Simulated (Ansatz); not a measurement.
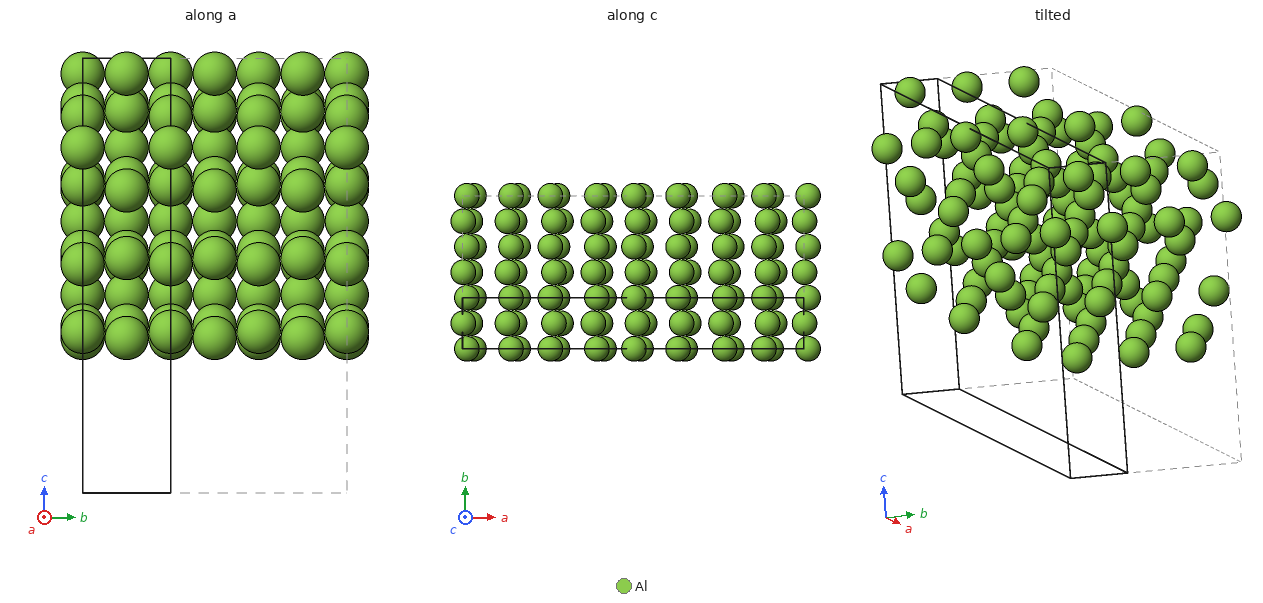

Drawn in the spheres-only manner and seen along the a axis, along the c axis and slightly off an axis. The picture spans 1×3×1 cells, one conventional unit cell being drawn with solid lines.

What can be read from this drawing?

The element is aluminium. The space group is Cm (No. 8); the lattice is base-centred monoclinic. The cell holds 32 atoms.

The structure was taken from a structure listed in the Materials Project. The cell was then strained or its atoms displaced on purpose. Ansatz was used for an electronic-structure calculation on it.
